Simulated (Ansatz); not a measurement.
BeS: geometry relaxation

The run: geometry relaxation of BeS (2 atoms in the cell). Method and program: DFT r2SCAN, scalar-relativistic, plane waves, PAW, no spin polarisation (Ansatz 0.2.0).

The structure derives from an entry of the Crystallography Open Database. Figures and captions count atoms from 1; the log counts them from 0 in places.

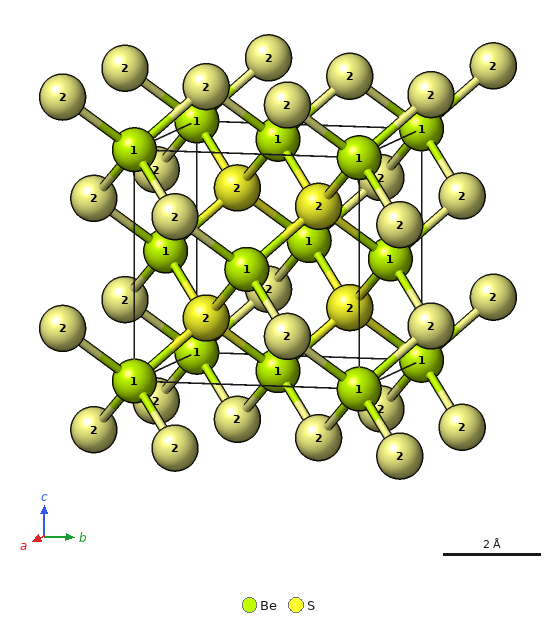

Figure 1. The starting structure (ball-and-stick view of the cell 4 times as large as that of the calculation, set on its symmetry axes, seen slightly off an axis; neighbours outside the cell are drawn fainter; atoms are numbered from 1 in the order of the input).

### Input
```yaml
crystal:
  lattice:
    - [0.0, 2.425, 2.425]
    - [2.425, 0.0, 2.425]
    - [2.425, 2.425, 0.0]
  atoms:
    - { symbol: Be, position: [0.0, 0.0, 0.0] }
    - { symbol: S, position: [0.25, 0.25, 0.25] }
basis:
  ecutwfc: 500
kpoints:
  mp_grid: { grid: [8, 8, 8] }
hamiltonian:
  xc: r2scan
scf:
  occupations: { method: gaussian, width: 0.02 }
output:
  forces: true
  stress: true
  eigenvalues: true
  write_density: true
  write_potential: true
  elf: true
  volumetric_format: npy
relax:
  adjacent_minimum: "off"
  f_tol: 0.005
  max_steps: 80
  cell: { stress_tol: 0.05 }
```

Hardware: 1 thread of an Arm (aarch64) CPU, shared host.

Run as:
```bash
ansatz run input.yaml --threads 1 --pin off --max-ram 2560MiB --backend cpu --events-out ev --progress --plain --runs-dir out
```

### Log
```
Engine: ansatz 0.2.0, aarch64-unknown-linux-gnu
Pseudopotentials: kind: paw
Pseudopotential: Be, paw, valence charge 2, recommended cutoff 500 eV (meta_gga), Be.paw.azcp
Pseudopotential: S, paw, valence charge 6, recommended cutoff 500 eV (meta_gga), S.paw.azcp
Functional definition: r2SCAN
  parameter k0 = 0.174
  parameter k1 = 0.065
  parameter a1 = 4.9479
  exchange = r2scan_x(k0 = k0, k1 = k1, a1 = a1)
  correlation = r2scan_c
Crystal: 2 atoms, lattice volume = 28.521 Å³
Basis set: ecut = 500 eV, 725 PW (Γ), exchange–correlation on 108×108×108 points (64 copies of the dense FFT grid, shifted against one another)
Bands: 8, of which v1, the nominal top of the filled ones, is band 4 counted from 1 (3 counted from 0)
Symmetry: 24 space group operations
Space group: F-43m (ITA 216), of the structure as read, at distance tolerance 3.1e-5 Å
k-points: 29 of 512 (time reversal used)
Non-local potential: Be, projectors of the file, l = 0: 2, l = 1: 2, l = 2: 1
Non-local potential: S, projectors of the file, l = 0: 2, l = 1: 2, l = 2: 2
PAW form: soft (Blöchl's): semilocal exchange-correlation on the pseudo side does not see the compensation charge
PAW frozen core: Be, regenerated for the run's functional (the file was generated under x = pbe(κ = 0.804, μ = 0.2195149727645171), c = pbe(β = 0.06672455060314922))
PAW frozen core: S, regenerated for the run's functional (the file was generated under x = pbe(κ = 0.804, μ = 0.2195149727645171), c = pbe(β = 0.06672455060314922))
PAW one-centre angular grid: Be, 302 points (default); XC on 255 of its mesh's 2635 points in the sphere
PAW one-centre angular grid: S, 302 points (default); XC on 160 Gauss nodes
Initial density: superposition of atomic densities (neutral atoms: chi_scale 0, normalization atom), corrected by the library's trained network
Initial wavefunctions: pseudopotential atomic-orbital guess
Functional: x = r2scan, c = r2scan; τ floored in thin density (d = 2e-4 eV/Å³)
SCF iter   1: F=—  HF=-1001.520595 eV  |F-HF|=—  |Δ(HF+E_count)|=         —  Δρ=4.79e-3  dr2=5.25e-3  dr2_τ=2.98e-2  ethr=1.77e-3  ⟨swp⟩=5.9  Hψ=1993  notcnv=0
preconditioner: auto → none  [insulator: Δε(μ)=3.468 eV  Ē_g=13.645 eV  σ=0.020 eV  W_gap=1.00  n_scr=0 (ndim 8)  ℏωp=19.7 eV  f_vac=0.000  D(μ)=0.00/eV (n_scr^D=0)  ε∞_Penn≈3.1]
SCF iter   2: F=—  HF=-1001.594389 eV  |F-HF|=—  |Δ(HF+E_count)|=   7.38e-2  Δρ=3.09e-3  dr2=2.14e-3  dr2_τ=2.89e-5  ethr=6.56e-5  ⟨swp⟩=2.7  Hψ=726  notcnv=0
SCF iter   3: F=—  HF=-1001.594999 eV  |F-HF|=—  |Δ(HF+E_count)|=   6.10e-4  Δρ=1.48e-3  dr2=9.06e-4  dr2_τ=3.71e-5  ethr=2.67e-5  ⟨swp⟩=2.1  Hψ=463  notcnv=0
SCF iter   4: F=—  HF=-1001.594970 eV  |F-HF|=—  |Δ(HF+E_count)|=   2.96e-5  Δρ=4.01e-4  dr2=6.64e-5  dr2_τ=6.37e-7  ethr=1.13e-5  ⟨swp⟩=2.8  Hψ=452  notcnv=0
SCF iter   5: F=—  HF=-1001.594978 eV  |F-HF|=—  |Δ(HF+E_count)|=   8.59e-6  Δρ=1.74e-5  dr2=4.75e-8  dr2_τ=5.23e-9  ethr=8.30e-7  ⟨swp⟩=2.0  Hψ=335  notcnv=0
SCF iter   6: F=-1001.594978 eV  HF=-1001.594978 eV  |F-HF|=9.61e-10  |Δ(HF+E_count)|=   1.58e-7  Δρ=3.16e-6  dr2=2.93e-9  dr2_τ=2.41e-10  ethr=5.94e-10  ⟨swp⟩=6.1  Hψ=1289  notcnv=0
SCF 1 converged in 6 iterations: F = -1001.594978 eV  dr2 = 2.93e-9
  greatest PAW one-centre occupation: 0.869 electrons in one spin orbital (limit 2), on the S atom at site 1 (counted from 0), in its partial waves of l = 0
relax step   1: F+E_penalty+E_count = -1001.59497829 eV  Δ(F+E_penalty+E_count) = +0.000e0 eV  max|allowed force component| = 1.422e-16 eV/Å  Δτ_max = 0.0000 Å  P = +1.146 GPa  Ω = 28.521 Å³  (6 SCF iters, dr2 threshold 1.00e-7 eV, accepted)
Crystal: 2 atoms, lattice volume = 28.718 Å³
Initial density: handed on by an earlier stage of this run
Initial wavefunctions: those handed on with the density
iter 1 solved again at ethr=1.36e-6 eV; its pass at ethr=3.10e-3 eV (dr2=1.09e-4 eV) is discarded
SCF iter   1: F=—  HF=-1001.595797 eV  |F-HF|=—  |Δ(HF+E_count)|=         —  Δρ=5.14e-4  dr2=1.05e-4  dr2_τ=4.65e-5  ethr=1.36e-6  ⟨swp⟩=2.0  Hψ=2010  notcnv=0
preconditioner: auto → none  [insulator: Δε(μ)=3.582 eV  Ē_g=13.599 eV  σ=0.020 eV  W_gap=1.00  n_scr=0 (ndim 8)  ℏωp=19.6 eV  f_vac=0.000  D(μ)=0.00/eV (n_scr^D=0)  ε∞_Penn≈3.1]
SCF iter   2: F=—  HF=-1001.595941 eV  |F-HF|=—  |Δ(HF+E_count)|=   1.43e-4  Δρ=2.20e-4  dr2=1.91e-5  dr2_τ=1.87e-7  ethr=1.31e-6  ⟨swp⟩=2.6  Hψ=382  notcnv=0
SCF iter   3: F=—  HF=-1001.595939 eV  |F-HF|=—  |Δ(HF+E_count)|=   1.14e-6  Δρ=6.13e-5  dr2=1.33e-6  dr2_τ=1.69e-7  ethr=2.39e-7  ⟨swp⟩=2.0  Hψ=348  notcnv=0
SCF iter   4: F=-1001.595939 eV  HF=-1001.595939 eV  |F-HF|=1.61e-9  |Δ(HF+E_count)|=   3.92e-7  Δρ=1.39e-5  dr2=3.81e-8  dr2_τ=1.24e-9  ethr=2.50e-9  ⟨swp⟩=9.3  Hψ=1666  notcnv=0
SCF 2 converged in 4 iterations: F = -1001.595939 eV  dr2 = 3.81e-8
  greatest PAW one-centre occupation: 0.868 electrons in one spin orbital (limit 2), on the S atom at site 1 (counted from 0), in its partial waves of l = 0
relax step   2: F+E_penalty+E_count = -1001.59593906 eV  Δ(F+E_penalty+E_count) = -9.608e-4 eV  max|allowed force component| = 6.708e-17 eV/Å  Δτ_max = 0.0000 Å  P = +0.454 GPa  Ω = 28.718 Å³  energy of the carried Pulay correction = -2.003e-5 eV  (4 SCF iters, dr2 threshold 2.00e-7 eV, accepted)
Crystal: 2 atoms, lattice volume = 28.849 Å³
iter 1 solved again at ethr=5.89e-7 eV; its pass at ethr=3.10e-3 eV (dr2=4.71e-5 eV) is discarded
SCF iter   1: F=—  HF=-1001.596052 eV  |F-HF|=—  |Δ(HF+E_count)|=         —  Δρ=3.35e-4  dr2=4.54e-5  dr2_τ=2.01e-5  ethr=5.89e-7  ⟨swp⟩=2.0  Hψ=2019  notcnv=0
preconditioner: auto → none  [insulator: Δε(μ)=3.591 eV  Ē_g=13.572 eV  σ=0.020 eV  W_gap=1.00  n_scr=0 (ndim 8)  ℏωp=19.6 eV  f_vac=0.000  D(μ)=0.00/eV (n_scr^D=0)  ε∞_Penn≈3.1]
SCF iter   2: F=—  HF=-1001.596114 eV  |F-HF|=—  |Δ(HF+E_count)|=   6.18e-5  Δρ=1.43e-4  dr2=8.21e-6  dr2_τ=8.54e-8  ethr=5.68e-7  ⟨swp⟩=2.3  Hψ=356  notcnv=0
SCF iter   3: F=—  HF=-1001.596114 eV  |F-HF|=—  |Δ(HF+E_count)|=   3.55e-7  Δρ=4.04e-5  dr2=5.74e-7  dr2_τ=7.44e-8  ethr=1.03e-7  ⟨swp⟩=2.0  Hψ=347  notcnv=0
SCF iter   4: F=-1001.596114 eV  HF=-1001.596114 eV  |F-HF|=3.75e-11  |Δ(HF+E_count)|=   1.62e-7  Δρ=9.21e-6  dr2=1.61e-8  dr2_τ=5.27e-10  ethr=2.50e-9  ⟨swp⟩=9.0  Hψ=1660  notcnv=0
SCF 3 converged in 4 iterations: F = -1001.596114 eV  dr2 = 1.61e-8
relax step   3: F+E_penalty+E_count = -1001.59611357 eV  Δ(F+E_penalty+E_count) = -1.745e-4 eV  max|allowed force component| = 6.939e-17 eV/Å  Δτ_max = 0.0000 Å  P = +0.007 GPa  Ω = 28.849 Å³  energy of the carried Pulay correction = -3.320e-5 eV  (4 SCF iters, dr2 threshold 2.00e-7 eV, accepted)
Initial wavefunctions: pseudopotential atomic-orbital guess (no wavefunctions were taken with the density)
iter 1 solved again at ethr=4.19e-7 eV; its pass at ethr=3.10e-3 eV (dr2=3.35e-5 eV) is discarded
SCF iter   1: F=—  HF=-1001.596141 eV  |F-HF|=—  |Δ(HF+E_count)|=         —  Δρ=1.21e-5  dr2=1.90e-8  dr2_τ=6.32e-9  ethr=4.19e-7  ⟨swp⟩=2.8  Hψ=2590  notcnv=0
eigensolver tolerance schedule: the retry pair's looser diagonalisation over-reported the residual by 1763.05 of it (diagonalisation noise at 0.31 of the residual, at the tolerance the schedule requests for it); recorded, not acted on — ethr = c·dr2/N_el stays at c = 1.0e-1
preconditioner: auto → none  [insulator: Δε(μ)=3.589 eV  Ē_g=13.572 eV  σ=0.020 eV  W_gap=1.00  n_scr=0 (ndim 8)  ℏωp=19.6 eV  f_vac=0.000  D(μ)=0.00/eV (n_scr^D=0)  ε∞_Penn≈3.1]
SCF iter   2: F=—  HF=-1001.596142 eV  |F-HF|=—  |Δ(HF+E_count)|=   5.26e-7  Δρ=5.20e-6  dr2=2.15e-9  dr2_τ=1.01e-9  ethr=2.38e-10  ⟨swp⟩=2.2  Hψ=355  notcnv=0
SCF iter   3: F=—  HF=-1001.596142 eV  |F-HF|=—  |Δ(HF+E_count)|=   8.31e-9  Δρ=1.91e-6  dr2=2.95e-10  dr2_τ=1.23e-10  ethr=2.68e-11  ⟨swp⟩=2.7  Hψ=356  notcnv=0
SCF iter   4: F=-1001.596142 eV  HF=-1001.596142 eV  |F-HF|=1.02e-12  |Δ(HF+E_count)|=   1.33e-9  Δρ=8.48e-8  dr2=1.69e-12  dr2_τ=1.59e-13  ethr=1.00e-12  ⟨swp⟩=4.4  Hψ=1049  notcnv=0
SCF 4 converged in 4 iterations: F = -1001.596142 eV  dr2 = 1.69e-12
relax step   4: F+E_penalty+E_count = -1001.59614165 eV  Δ(F+E_penalty+E_count) = -2.808e-5 eV  max|allowed force component| = 4.452e-17 eV/Å  Δτ_max = 0.0000 Å  P = +0.008 GPa  Ω = 28.849 Å³  stress off target by 7.69e-3 GPa  SCF on the basis re-selected at this cell (its energy is not comparable with the rows above)  (4 SCF iters)
```

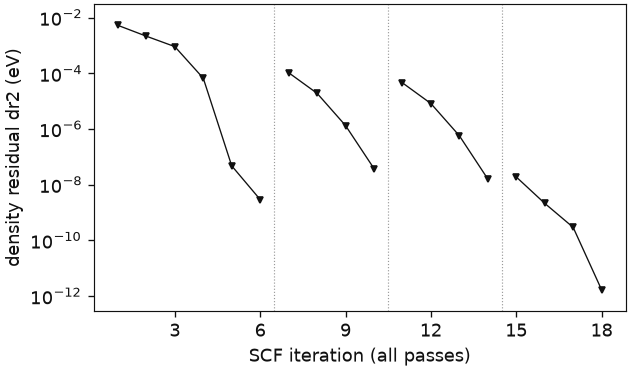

Figure 2. Convergence of the self-consistent field: density residual dr2 against the SCF iteration. The dotted lines part the SCF passes of the relaxation: geometry steps, rejected trials and re-solves on a re-selected basis. The passes take 6, 4, 4 and 4 iterations.

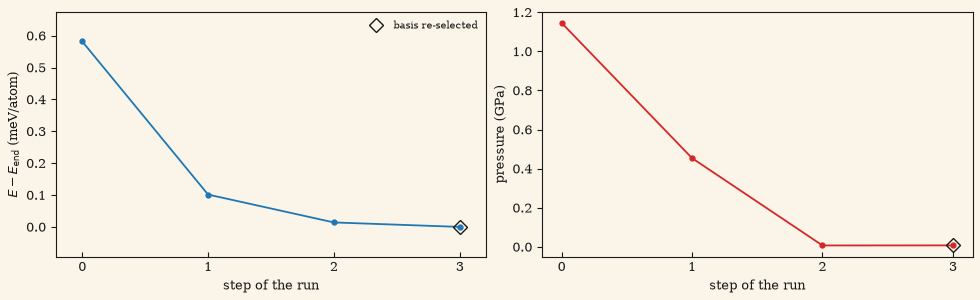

Figure 3. Progress of the relaxation, step by step (the first geometry is step 0 here and step 1 in the log). The energy falls by 0.6 meV per atom in 2 geometry steps. All forces vanish by symmetry, so only the cell relaxes. Pressure: 1.15 GPa at the start and 0.01 GPa at the end. No atom moves by more than 0.005 Å relative to the cell. A last SCF at the same geometry on a re-selected plane-wave basis shifts the energy by next to nothing (0.0 meV per atom).

```
basis re-selected at this cell: Δ(F+E_penalty+E_count) = -2.808e-5 eV, ΔP = +0.000 GPa vs the last step (what re-selecting the basis moved, of the pressure what is left beyond the Pulay correction that the steps carried, after the strain that the cell walked since its last selection, with what the two solves' SCF thresholds leave and, on support functions, any second-order correction that the steps lacked; it is no measure of the basis error at this ecutwfc). This SCF's stress stands 7.69e-3 GPa from its target on what of the cell is left free (relax.cell.stress_tol is 5.00e-2 GPa) and its largest allowed force component is 4.45e-17 eV/Å (relax.f_tol is 5.00e-3 eV/Å): within both
SCF converged after 4 iterations
Free energy (F): -1001.596142 eV
Harris-Foulkes:  -1001.596142 eV  (|F-HF|=1.02e-12)
Internal energy: -1001.596142 eV  (E = F + TS)
E sigma→0 (E₀):  -1001.596142 eV
Fermi energy:    6.794152 eV
--- Per-component energies (eV) ---
  E_band       = -2.449264
  E_kinetic    = 127.847645
  E_local      = -116.558767  (includes V_loc(G=0)·N_el)
  E_nonlocal   = 32.283316
  E_hartree    = 36.250386
  E_xc         = -111.195104
  E_vxc        = -117.426922  (∫ρ·V_xc dr)
  E_paw        = -670.424441  (= ΣΔE_a)
  E_vpaw       = -6.404506  (= ΣTr[D̂ρ^β])
  E_aug_tail   = 0.000001  (compensation charges beyond the density's cutoff)
  E_vtau       = 5.309185  (kinetic-family band-sum trace: ∫τ·v_τ [+ j·A + Jᵃ·Aᵃ] dr)
  E_ewald      = -299.677383
  E_core_change = -0.121794  (= ΣΔE_core)
  E_smearing   = -0.000000  (= −TS)
  E_closure    = 0.000000  (closes the sum)
  Σ components = -1001.596142   (vs F -1001.596142, Δ=0.00e0)
--- Forces (eV/Å), atoms counted from 1 ---
  atom   1  Be     0.00000000    -0.00000000    -0.00000000
  atom   2  S     -0.00000000    -0.00000000    -0.00000000
  max |Σ_I F_I| component: 1.30e-16 eV/Å
--- Stress (GPa, compression-positive) ---
        0.007688      -0.000000      -0.000000
       -0.000000       0.007688       0.000000
       -0.000000       0.000000       0.007688
  P = ⅓ Tr σ = 0.0077 GPa (0.077 kbar)
--- Band table (eV; the first three rows and the last of 29) ---
  k-point 0: bands = ["-9.2216", "4.9996", "4.9996", "4.9996", "11.2338", "11.2338", "11.2338", "11.5816"]
  k-point 1: bands = ["-9.0390", "3.7997", "4.8018", "4.8018", "11.2100", "11.5983", "11.5983", "12.8189"]
  k-point 2: bands = ["-8.5370", "1.6548", "4.4022", "4.4022", "11.1387", "12.1497", "12.1497", "14.9938"]
  k-point 28: bands = ["-6.9605", "0.6384", "1.0819", "1.6443", "11.9413", "13.6788", "14.1987", "14.4192"]
--- Relaxed structure (3 steps of the walk, 3 accepted, 1 SCFs on fresh bases) ---
  F+E_penalty+E_count = -1001.59614165 eV   max|allowed force component| = 4.452e-17 eV/Å   (the final SCF, on the basis selected at the relaxed cell)
  cell:  # Å, volume = 28.8486 Å³
    - [1.5349808249097966e-33, 2.4342492576018246, 2.4342492576018246]
    - [2.4342492576018246, 2.503101511159959e-33, 2.4342492576018246]
    - [2.4342492576018246, 2.4342492576018246, 1.2738430082238978e-33]
  atoms:
    - { symbol: Be, position: [-3.515980353799722e-35, 5.340153690300519e-34, 2.6018254618117947e-34] }
    - { symbol: S, position: [0.25, 0.25, 0.25] }
```

### Trajectory as extended XYZ (Å, eV, eV/Å), 4 frames, from step=1 to step=4
```
2
Lattice="0.0000 2.4250 2.4250 2.4250 0.0000 2.4250 2.4250 2.4250 0.0000" Properties=species:S:1:pos:R:3:forces:R:3 step=1 energy=-1001.59498 pressure_GPa=1.15
Be    0.0000    0.0000    0.0000    0.0000   0.0000   0.0000
S     1.2125    1.2125    1.2125    0.0000   0.0000   0.0000
2
Lattice="0.0000 2.4306 2.4306 2.4306 0.0000 2.4306 2.4306 2.4306 0.0000" Properties=species:S:1:pos:R:3:forces:R:3 step=2 energy=-1001.59594 pressure_GPa=0.45
Be    0.0000    0.0000    0.0000    0.0000   0.0000   0.0000
S     1.2153    1.2153    1.2153    0.0000   0.0000   0.0000
2
Lattice="0.0000 2.4342 2.4342 2.4342 0.0000 2.4342 2.4342 2.4342 0.0000" Properties=species:S:1:pos:R:3:forces:R:3 step=3 energy=-1001.59611 pressure_GPa=0.01
Be    0.0000    0.0000    0.0000    0.0000   0.0000   0.0000
S     1.2171    1.2171    1.2171    0.0000   0.0000   0.0000
2
Lattice="0.0000 2.4342 2.4342 2.4342 0.0000 2.4342 2.4342 2.4342 0.0000" Properties=species:S:1:pos:R:3:forces:R:3 step=4 energy=-1001.59614 pressure_GPa=0.01
Be    0.0000    0.0000    0.0000    0.0000   0.0000   0.0000
S     1.2171    1.2171    1.2171    0.0000   0.0000   0.0000
```

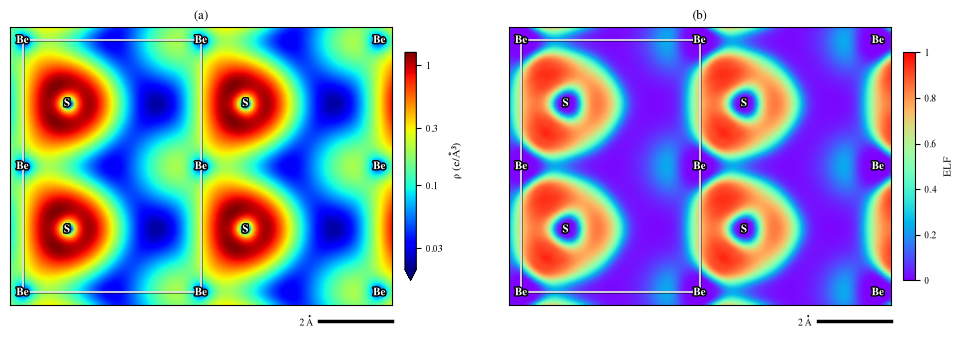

Figure 4. (a) valence pseudo-density; (b) ELF on the (110) plane of the conventional cell. The section cuts through Be and S sites. Away from the nuclei the density in this plane falls to 0.02 e/Å³ at its lowest. Core electrons are frozen (PAW), so the fields are smoothed inside the atomic spheres.

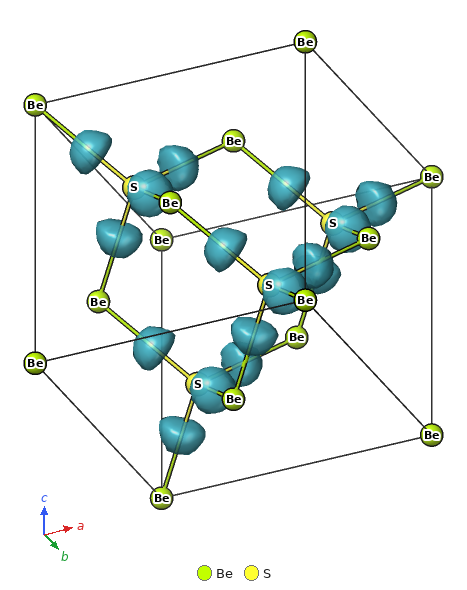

Figure 5. Isosurface of the electron localisation function at 0.9 (cyan), seen at an oblique angle. Core shells and regions of very low density are left out. Sticks mark near contacts. The outline is the cell set on symmetry axes. Values along the shortest contacts: Be–S (2.11 Å): the ELF peaks at about 0.95 between the atoms (a shared but strongly polarised pair).

### Results in brief

| quantity | value |
| --- | --- |
| outcome | converged |
| space group (tolerance 0.01 Å) | F-43m (216) |
| electrons treated | 8 |
| free energy | −1001.5961 eV |
| Fermi energy | 6.794 eV |
| gap on the k-point mesh | 3.59 eV |
| pressure | 0.01 GPa |
| final volume | 28.85 Å³ |
| largest force (length of the vector) at the end | under 0.001 eV/Å |
| final cell | a = 3.443 Å, b = 3.443 Å, c = 3.443 Å, α = 60.00°, β = 60.00°, γ = 60.00° |
| wall time | 9.6 s |
| peak memory | 0.36 GiB |
